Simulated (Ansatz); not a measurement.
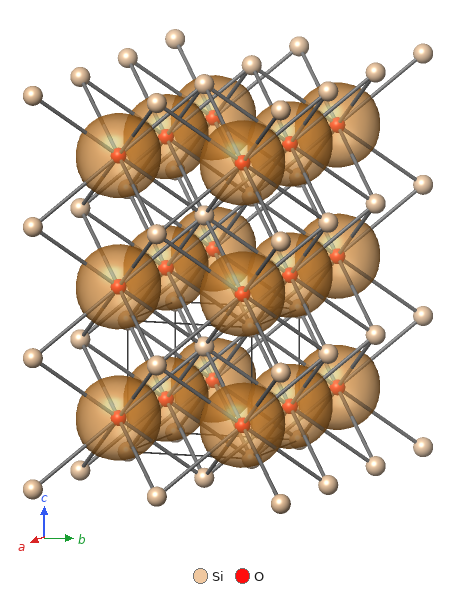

The picture shows: SiO. Isosurface of the valence electron density at 0.5 e/Å³ (orange), seen slightly off an axis. Sticks mark near contacts.

Space group Pm-3m; a generated structure, not necessarily the stable one.

Level of theory: Kohn-Sham DFT of a periodic cell, PBEsol, Ansatz PAW (Ansatz 0.2.0).

The density is the valence pseudo-density of a PAW calculation; it isn't the true density close to the nuclei.

### What does this surface tell about the bonding?

At this value the density breaks into separate islands; it holds about 55 % of the electrons treated as valence. It bridges none of the near contacts. It is pinched off along the sampled Si–O (2.40 Å) contacts. On the grid the lowest density along these lines, outside the cores, is 0.29 e/Å³ (Si–O, 2.40 Å).
